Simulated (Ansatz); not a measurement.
The structure in question:

```
Pt
1.0
     4.50091    0.00000    0.00000
    -2.25046    3.89790    0.00000
     0.00000    0.00000    2.67918
Pt
3
Direct
  0.00000 0.00000 0.00000
  0.33333 0.66667 0.50000
  0.66667 0.33333 0.50000
```

Describe what this structure looks like.

Answer. The element is platinum. The lattice is primitive hexagonal and the space group P6/mmm (No. 191). Its structure type: ω phase (AlB₂-like). The cell holds three atoms.

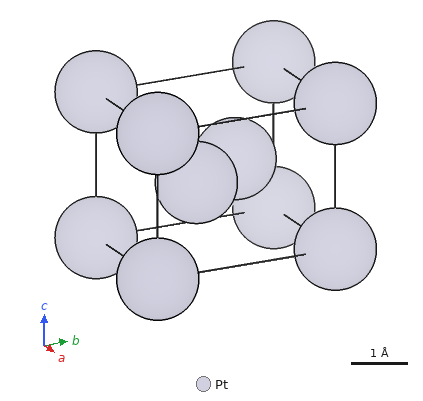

Spheres-only representation of a periodic structure, projected slightly off an axis. The lines enclose the conventional unit cell; boundary atoms appear with their images. Colours: platinum light grey.

It goes back to a textbook structure type filled with this element (whether it is the usual form wasn't checked). A relaxation with DFT r2SCAN, scalar-relativistic, plane waves, PAW (Ansatz 0.2.0) gave the geometry drawn.
